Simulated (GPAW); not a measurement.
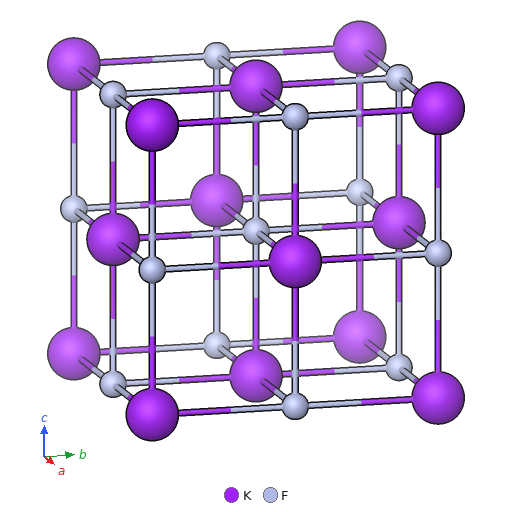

System: KF, space group Fm-3m (No. 225). The picture shows the conventional cell.

Input file:
```
from ase import Atoms
from ase.eos import EquationOfState
from ase.io import Trajectory
from ase.units import GPa
from gpaw import GPAW, PW, setup_paths

setup_paths.insert(0, '.')

atoms = Atoms(['K', 'F'],
              cell=[[0.0, 2.67185, 2.67185],
                    [2.67185, 0.0, 2.67185],
                    [2.67185, 2.67185, 0.0]],
              scaled_positions=[[0.0, 0.0, 0.0],
                                [0.5, 0.5, 0.5]],
              pbc=True)

traj = Trajectory('eos.traj', 'w')
volumes, energies = [], []
for x in [0.94, 0.96, 0.98, 1.0, 1.02, 1.04, 1.06]:
    a = atoms.copy()
    a.set_cell(atoms.cell * x**(1 / 3), scale_atoms=True)
    calc = GPAW(mode=PW(800),
                xc='PBEsol',
                kpts={'size': (9, 9, 9), 'gamma': True},
                occupations={'name': 'fermi-dirac', 'width': 0.05},
                nbands=16,
                convergence={'density': 1e-05, 'energy': 1e-05},
                maxiter=150,
                txt=f'eos-{x:.2f}.txt')
    a.calc = calc
    energies.append(a.get_potential_energy(force_consistent=True))
    volumes.append(a.get_volume())
    p = -a.get_stress()[:3].mean() / GPa
    calc.write(f'eos-{x:.2f}.gpw')
    traj.write(a)
    print(f'{x:.2f} {volumes[-1]:10.4f} A^3 {energies[-1]:14.6f} eV {p:9.3f} GPa', flush=True)

v0, e0, B = EquationOfState(volumes, energies, eos='birchmurnaghan').fit()
print(f'V0 = {v0:.4f} A^3, E0 = {e0:.6f} eV, B0 = {B / GPa:.2f} GPa')
```

Run as:
```bash
gpaw-setup -f PBEsol F K
OMP_NUM_THREADS=1 python run.py
```

How it was computed, with GPAW 26.7.0: PAW DFT in plane waves, on a grid or in atomic orbitals, no spin polarisation; energies at scaled volumes of the given cell, shape and fractions fixed, counted from the fit's minimum, third-order Birch-Murnaghan fit. Level: PBEsol.

- k mesh: 9×9×9
- occupations: Fermi–Dirac
- smearing width: 0.05 eV
- potentials: PAW data sets made by gpaw setup for the functional
- wave cutoff: 800 eV
- program settings: basis pw

The printed pressures vanish at a volume slightly off the minimum of the energy fit, as a finite basis (Pulay stress) and smearing make them.

What does the calculation give for the energy and pressure against volume? The volume takes the values 17.93, 18.31, 18.69, 19.07, 19.46, 19.84, 20.22 Å³/atom.

A third-order Birch–Murnaghan fit gives V0 = 18.70 Å³/atom, B0 = 32.8 GPa and B′ = 3.6. The energy is 3.50 meV/atom at volume 17.93 Å³/atom and 11.17 meV/atom at 20.22 Å³/atom; the lowest computed point is at volume 18.69 Å³/atom (0.00 meV/atom), and no other minimum shows. The pressure falls from 0.63 GPa at volume 17.93 Å³/atom to −2.93 GPa at 20.22 Å³/atom, and changes sign near 18.23 Å³/atom.

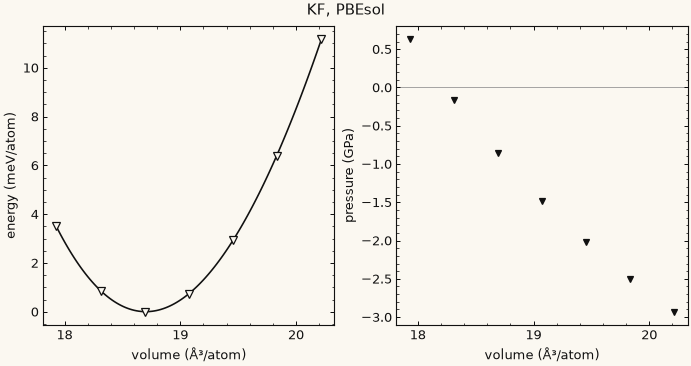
